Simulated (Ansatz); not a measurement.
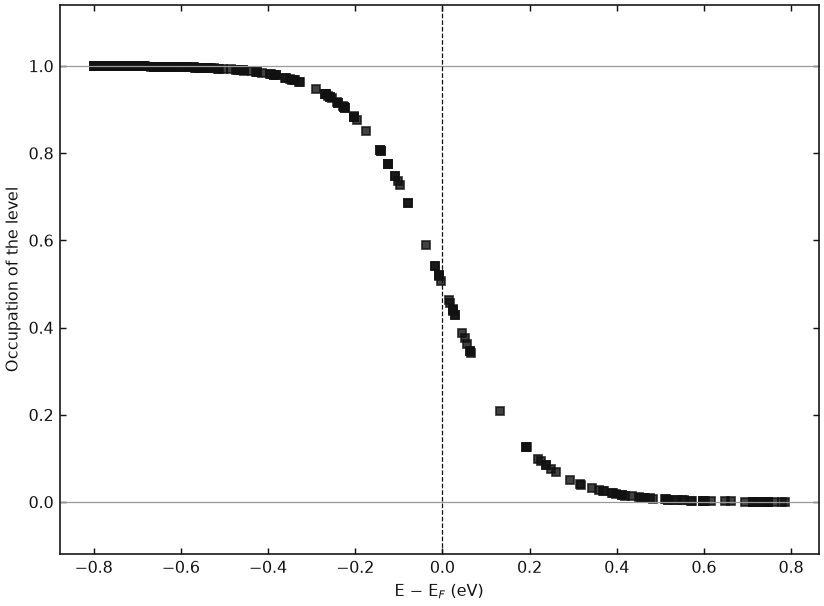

Occupations of the one-electron levels of the k mesh against their energy, from a run on Co, space group P6_3/mmc, 2 atoms in the cell, with Ansatz.

**Name the smearing function and its width.**

Fermi-Dirac smearing with a width of 0.1 eV. The occupations stay between 0 and 1 and have long exponential tails; the slope at the Fermi level is 1/(4 × width).
